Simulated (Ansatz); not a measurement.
## Geometry relaxation, with input and output: TiAl (part 2 of 2)

The same run, continued: TiAl (P4/mmm, 2 atoms in the cell); DFT PBE, scalar-relativistic, plane waves, PAW, no spin polarisation (Ansatz 0.2.0); cutoff 420 eV, 16×16×18 k-mesh, Gaussian smearing of 0.1 eV. The structure was made by a generator, so it may or may not be a known phase.

Geometry of the input (Å; fractional positions):
```
3.3267  0.0000  0.0000
0.0000  3.3267  0.0000
0.0000  0.0000  2.9332
Ti 0.0000  0.0000  0.5000
Al 0.5000  0.5000  0.0000
```

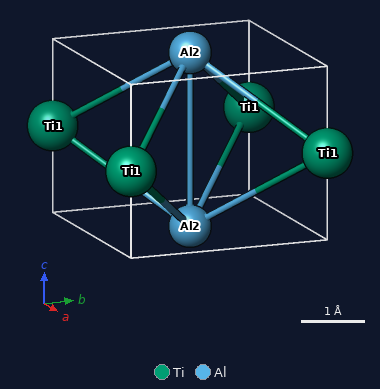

The geometry at step 3 of the log (ball-and-stick view of the cell of the calculation, seen slightly off an axis; atoms are numbered from 1 in the order of the input).

Output, continued:
```
SCF iter   1: F=—  HF=-3037.723949 eV  |F-HF|=—  |Δ(HF+E_count)|=         —  Δρ=3.74e-4  dr2=3.45e-5  ethr=1.83e-7  ⟨swp⟩=2.1  Hψ=33496  notcnv=0
preconditioner: auto → none  [metal: Δε(μ)=0.005 eV  Ē_g=5.262 eV  σ=0.100 eV  W_gap=0.03  n_scr=6 (ndim 8)  ℏωp=17.2 eV  f_vac=0.000  D(μ)=2.89/eV (n_scr^D=30)]
SCF iter   2: F=—  HF=-3037.723967 eV  |F-HF|=—  |Δ(HF+E_count)|=   1.80e-5  Δρ=1.51e-4  dr2=2.73e-6  ethr=1.83e-7  ⟨swp⟩=2.1  Hψ=7691  notcnv=0
SCF iter   3: F=—  HF=-3037.723967 eV  |F-HF|=—  |Δ(HF+E_count)|=   2.33e-7  Δρ=4.95e-5  dr2=2.64e-7  ethr=1.82e-8  ⟨swp⟩=1.0  Hψ=5400  notcnv=0
iter 4 did not close the SCF: its close was put off for the readings that it lacked (scf_convergence_deferred on its scf_iter line)
SCF iter   4: F=-3037.723967 eV  HF=-3037.723967 eV  |F-HF|=3.78e-10  |Δ(HF+E_count)|=   6.42e-8  Δρ=3.85e-6  dr2=1.82e-9  ethr=1.76e-9  ⟨swp⟩=1.1  Hψ=5572  notcnv=0
iter 5 did not close the SCF: its close was put off for the readings that it lacked (scf_convergence_deferred on its scf_iter line)
SCF iter   5: F=-3037.723967 eV  HF=-3037.723967 eV  |F-HF|=4.00e-11  |Δ(HF+E_count)|=  8.19e-10  Δρ=4.80e-7  dr2=5.30e-11  ethr=1.21e-11  ⟨swp⟩=2.7  Hψ=8011  notcnv=0
SCF iter   6: F=-3037.723967 eV  HF=-3037.723967 eV  |F-HF|=9.09e-13  |Δ(HF+E_count)|=  1.00e-11  Δρ=6.09e-8  dr2=3.59e-13  ethr=1.00e-12  ⟨swp⟩=1.0  Hψ=14210  notcnv=0
SCF 5 converged in 6 iterations: F = -3037.723967 eV  dr2 = 3.59e-13
relax step   5: F+E_penalty+E_count = -3037.72396736 eV  Δ(F+E_penalty+E_count) = -3.541e-5 eV  max|allowed force component| = 1.857e-28 eV/Å  Δτ_max = 0.0000 Å  P = +0.001 GPa  Ω = 32.594 Å³  energy of the carried Pulay correction = -3.661e-5 eV  (6 SCF iters, dr2 threshold 5.95e-8 eV, accepted)
Initial wavefunctions: pseudopotential atomic-orbital guess (no wavefunctions were taken with the density)
iter 1 solved again at ethr=1.45e-9 eV; its pass at ethr=3.10e-3 eV (dr2=2.18e-7 eV) is discarded
SCF iter   1: F=—  HF=-3037.723997 eV  |F-HF|=—  |Δ(HF+E_count)|=         —  Δρ=9.14e-5  dr2=7.03e-8  ethr=1.45e-9  ⟨swp⟩=3.0  Hψ=44236  notcnv=0
preconditioner: auto → none  [metal: Δε(μ)=0.007 eV  Ē_g=5.262 eV  σ=0.100 eV  W_gap=0.04  n_scr=6 (ndim 8)  ℏωp=17.2 eV  f_vac=0.000  D(μ)=2.89/eV (n_scr^D=30)]
SCF iter   2: F=—  HF=-3037.724026 eV  |F-HF|=—  |Δ(HF+E_count)|=   2.91e-5  Δρ=4.56e-5  dr2=1.68e-8  ethr=4.69e-10  ⟨swp⟩=2.0  Hψ=6969  notcnv=0
SCF iter   3: F=—  HF=-3037.724027 eV  |F-HF|=—  |Δ(HF+E_count)|=   1.40e-6  Δρ=4.01e-6  dr2=1.22e-9  ethr=1.12e-10  ⟨swp⟩=2.2  Hψ=6533  notcnv=0
SCF iter   4: F=—  HF=-3037.724027 eV  |F-HF|=—  |Δ(HF+E_count)|=   9.23e-9  Δρ=5.29e-7  dr2=8.27e-11  ethr=8.14e-12  ⟨swp⟩=2.2  Hψ=6816  notcnv=0
iter 5 did not close the SCF: its close was put off for the readings that it lacked (scf_convergence_deferred on its scf_iter line)
SCF iter   5: F=-3037.724027 eV  HF=-3037.724027 eV  |F-HF|=1.36e-12  |Δ(HF+E_count)|=  5.91e-12  Δρ=2.14e-7  dr2=1.28e-11  ethr=1.00e-12  ⟨swp⟩=1.1  Hψ=5428  notcnv=0
SCF iter   6: F=-3037.724027 eV  HF=-3037.724027 eV  |F-HF|=9.09e-13  |Δ(HF+E_count)|=  3.18e-12  Δρ=2.87e-8  dr2=1.04e-13  ethr=1.00e-12  ⟨swp⟩=3.7  Hψ=18286  notcnv=0
SCF 6 converged in 6 iterations: F = -3037.724027 eV  dr2 = 1.04e-13
relax step   6: F+E_penalty+E_count = -3037.72402708 eV  Δ(F+E_penalty+E_count) = -5.972e-5 eV  max|allowed force component| = 1.854e-28 eV/Å  Δτ_max = 0.0000 Å  P = +0.005 GPa  Ω = 32.594 Å³  stress off target by 1.36e-2 GPa  SCF on the basis re-selected at this cell (its energy is not comparable with the rows above)  (6 SCF iters)
```

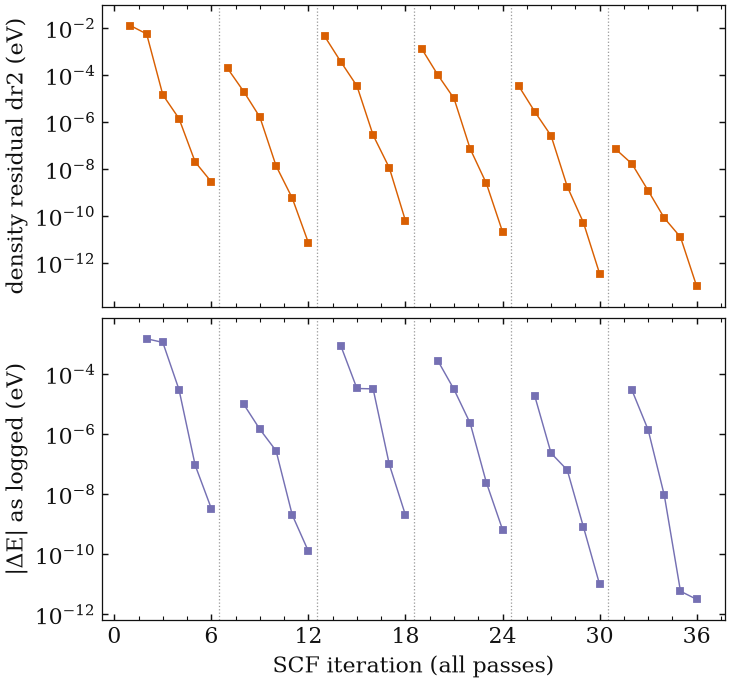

Convergence of the self-consistent field: density residual dr2 and size of the energy change against the SCF iteration. The dotted lines part the SCF passes of the relaxation: geometry steps, rejected trials and re-solves on a re-selected basis. The 6 passes take 6 iterations each, 36 in all.

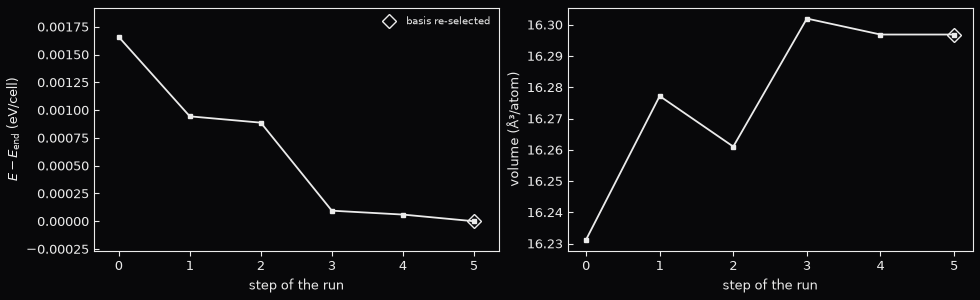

Progress of the relaxation, step by step (the first geometry is step 0 here and step 1 in the log).

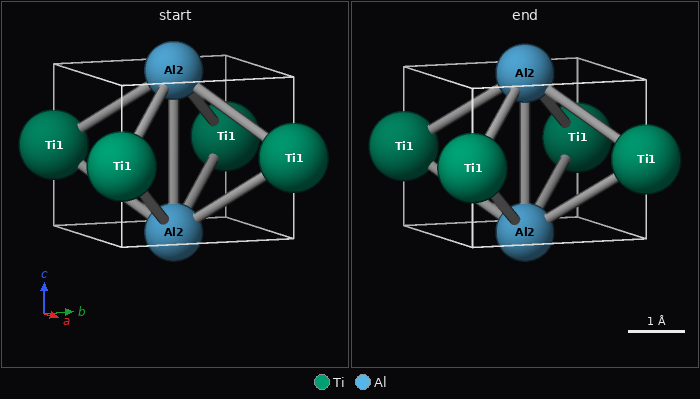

Before (left) and after (right) the relaxation, at one scale (ball-and-stick view of the cell of the calculation, seen slightly off an axis). Over 4 geometry steps the energy falls by 1.6 meV per cell of the calculation. All forces vanish by symmetry, so only the cell relaxes. Pressure: 0.19 GPa at the start and 0.01 GPa at the end. The atoms keep their places relative to the cell (all moves are under 0.005 Å). The volume changes by +0.4 %, with a = b 3.327 → 3.362 Å (+1.1 %), c 2.933 → 2.884 Å (−1.7 %). Distances before and after: Ti1–Ti1 2.933 → 2.884 Å, Al2–Al2 2.933 → 2.884 Å, Ti1–Al2 2.772 → 2.780 Å. The space group stays P4/mmm (No. 123). A last SCF at the same geometry on a re-selected plane-wave basis shifts the energy by −0.1 meV per cell of the calculation. (Atoms are counted from 1 in the order of the input.)

```
basis re-selected at this cell: Δ(F+E_penalty+E_count) = -5.972e-5 eV, ΔP = +0.004 GPa vs the last step (what re-selecting the basis moved, of the pressure what is left beyond the Pulay correction that the steps carried, after the strain that the cell walked since its last selection, with what the two solves' SCF thresholds leave and, on support functions, any second-order correction that the steps lacked; it is no measure of the basis error at this ecutwfc). This SCF's stress stands 1.36e-2 GPa from its target on what of the cell is left free (relax.cell.stress_tol is 5.00e-2 GPa) and its largest allowed force component is 1.85e-28 eV/Å (relax.f_tol is 1.00e-2 eV/Å): within both
SCF converged after 6 iterations
Free energy (F): -3037.724027 eV
Harris-Foulkes:  -3037.724027 eV  (|F-HF|=9.09e-13)
Internal energy: -3037.709566 eV  (E = F + TS)
E sigma→0 (E₀):  -3037.716796 eV
Entropy (-TS):   -0.014461 eV (-7.231 meV/atom)
Fermi energy:    11.184965 eV
--- Per-component energies (eV) ---
  E_band       = -165.192841
  E_kinetic    = 296.396907
  E_local      = -1038.404716  (includes V_loc(G=0)·N_el)
  E_nonlocal   = 19.441569
  E_hartree    = 442.139893
  E_xc         = -137.624148
  E_vxc        = -151.453397  (∫ρ·V_xc dr)
  E_paw        = -1515.661899  (= ΣΔE_a)
  E_vpaw       = -175.453116  (= ΣTr[D̂ρ^β])
  E_aug_tail   = 0.000123  (compensation charges beyond the density's cutoff)
  E_ewald      = -1103.997295
  E_smearing   = -0.014461  (= −TS)
  E_closure    = -0.000000  (closes the sum)
  Σ components = -3037.724027   (vs F -3037.724027, Δ=0.00e0)
--- Forces (eV/Å), atoms counted from 1 ---
  atom   1  Ti    -0.00000000     0.00000000     0.00000000
  atom   2  Al     0.00000000     0.00000000     0.00000000
  max |Σ_I F_I| component: 3.62e-28 eV/Å
--- Stress (GPa, compression-positive) ---
        0.013603       0.000000       0.000000
        0.000000       0.013603       0.000000
        0.000000       0.000000      -0.011425
  P = ⅓ Tr σ = 0.0053 GPa (0.053 kbar)
--- Band table (eV; the first three rows and the last of 450) ---
  k-point 0: bands = ["-45.6233", "-21.9016", "-21.9016", "-21.6361", "2.0345", "9.6734", "9.9285", "12.5151", "13.4251", "13.4251", "14.2796", "14.2796"]
  k-point 1: bands = ["-45.6219", "-21.9003", "-21.9003", "-21.6484", "2.0939", "9.7058", "9.9539", "12.5275", "13.1836", "13.1836", "14.5423", "14.5423"]
  k-point 2: bands = ["-45.6179", "-21.8967", "-21.8967", "-21.6837", "2.2711", "9.8012", "10.0105", "12.5633", "12.7606", "12.7606", "15.0326", "15.0326"]
  k-point 449: bands = ["-45.5637", "-22.0066", "-21.9389", "-21.9389", "8.2416", "8.2991", "8.2991", "11.9747", "13.7139", "14.0133", "14.0133", "14.2995"]
--- Relaxed structure (5 steps of the walk, 5 accepted, 1 SCFs on fresh bases) ---
  F+E_penalty+E_count = -3037.72402708 eV   max|allowed force component| = 1.854e-28 eV/Å   (the final SCF, on the basis selected at the relaxed cell)
  cell:  # Å, volume = 32.5937 Å³
    - [3.3616740827468763, 9.791241617525292e-34, 0.0]
    - [-2.510574773724434e-35, 3.3616740827468763, 0.0]
    - [0.0, 0.0, 2.8841831383253287]
  atoms:
    - { symbol: Ti, position: [3.392151109238116e-37, -3.392151109238116e-37, 0.5000000000000002] }
    - { symbol: Al, position: [0.5, 0.5, 0.0] }
```

Trajectory as extended XYZ (Å, eV, eV/Å), 6 frames, from step=1 to step=6:
```
2
Lattice="3.3267 0.0000 0.0000 0.0000 3.3267 0.0000 0.0000 0.0000 2.9332" Properties=species:S:1:pos:R:3:forces:R:3 step=1 energy=-3037.72237 pressure_GPa=0.19
Ti    0.0000    0.0000    1.4666    0.0000   0.0000   0.0000
Al    1.6634    1.6634    0.0000    0.0000   0.0000   0.0000
2
Lattice="3.3383 0.0000 0.0000 0.0000 3.3383 0.0000 0.0000 0.0000 2.9212" Properties=species:S:1:pos:R:3:forces:R:3 step=2 energy=-3037.72308 pressure_GPa=-0.06
Ti    0.0000    0.0000    1.4606    0.0000   0.0000   0.0000
Al    1.6692    1.6692    0.0000    0.0000   0.0000   0.0000
2
Lattice="3.3770 0.0000 0.0000 0.0000 3.3770 0.0000 0.0000 0.0000 2.8518" Properties=species:S:1:pos:R:3:forces:R:3 step=3 energy=-3037.72314 pressure_GPa=0.42
Ti    0.0000    0.0000    1.4259    0.0000   0.0000   0.0000
Al    1.6885    1.6885    0.0000    0.0000   0.0000   0.0000
2
Lattice="3.3586 0.0000 0.0000 0.0000 3.3586 0.0000 0.0000 0.0000 2.8904" Properties=species:S:1:pos:R:3:forces:R:3 step=4 energy=-3037.72393 pressure_GPa=-0.06
Ti    0.0000    0.0000    1.4452    0.0000   0.0000   0.0000
Al    1.6793    1.6793    0.0000    0.0000   0.0000   0.0000
2
Lattice="3.3617 0.0000 0.0000 0.0000 3.3617 0.0000 0.0000 0.0000 2.8842" Properties=species:S:1:pos:R:3:forces:R:3 step=5 energy=-3037.72397 pressure_GPa=0.00
Ti    0.0000    0.0000    1.4421    0.0000   0.0000   0.0000
Al    1.6808    1.6808    0.0000    0.0000   0.0000   0.0000
2
Lattice="3.3617 0.0000 0.0000 0.0000 3.3617 0.0000 0.0000 0.0000 2.8842" Properties=species:S:1:pos:R:3:forces:R:3 step=6 energy=-3037.72403 pressure_GPa=0.01
Ti    0.0000    0.0000    1.4421    0.0000   0.0000   0.0000
Al    1.6808    1.6808    0.0000    0.0000   0.0000   0.0000
```
